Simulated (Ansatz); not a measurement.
System: Ag.

```yaml
crystal:
  lattice:
    - [2.95019, 2.95019, 0.00000]
    - [-2.95019, 2.95019, 0.00000]
    - [0.00000, 0.00000, 4.17157]
  atoms:
    - { symbol: Ag, position: [0.00000, 0.00000, 0.00000] }
    - { symbol: Ag, position: [0.00000, 0.50000, 0.50000] }
    - { symbol: Ag, position: [0.50000, 0.50000, 0.00000] }
    - { symbol: Ag, position: [0.50000, 0.00000, 0.50000] }
```

Space group Fm-3m; a structure from a database of computed crystals, not necessarily the ambient phase; computed pressure about −8 GPa in this cell; computed without spin polarisation.

All numbers below come from Ansatz 0.2.0, DFT PBEsol, scalar-relativistic, plane waves, PAW.

What will maps of the valence pseudo-density and electron localisation function show?

Ag–Ag (2.95 Å): ρ is about 0.2 e/Å³ halfway; the ELF is about 0.15 at the midpoint: no localised pair shows between them.

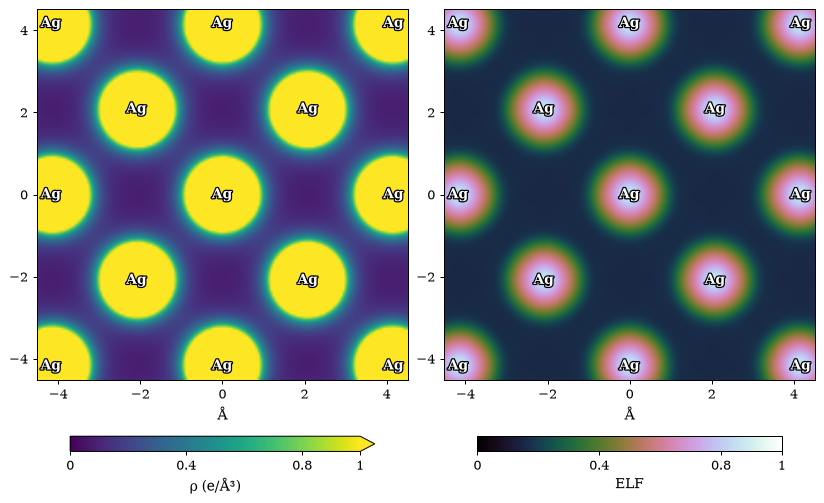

Computed valence pseudo-density and electron localisation function on the (010) plane of the conventional cell, in this order. 

The density is the valence pseudo-density of a PAW calculation; it isn't the true density close to the nuclei.
